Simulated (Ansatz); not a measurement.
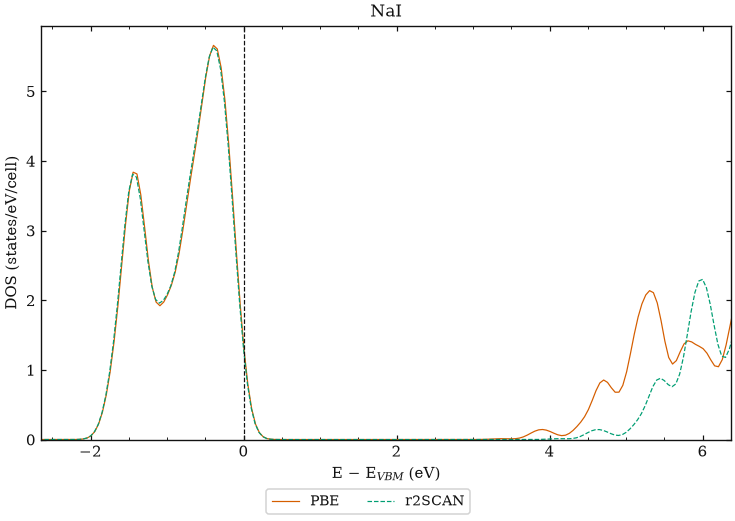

Total densities of states of NaI, space group Fm-3m (No. 225), 2 atoms in the cell, rocksalt type, hydrostatic strain +4.0%, by two methods on the same cell. The curves are built from the levels of the k mesh with Gaussians 0.3 eV wide, which also blur the band edges. Each is counted from its own valence-band top.

Q: How do the methods compare?

A: PBE gives a gap of 3.37 eV and r2SCAN gives a gap of 4.12 eV.

Settings. PBE: DFT, PBE, plane waves, PAW, no spin polarisation, 8×8×8 k mesh, 420 eV cutoff, Fermi-Dirac smearing of 0.02 eV (Ansatz 0.2.0). r2SCAN: DFT, r2SCAN, plane waves, PAW, no spin polarisation, 8×8×8 k mesh, 500 eV cutoff (Ansatz).

Spin-orbit coupling is left out, which matters for I.
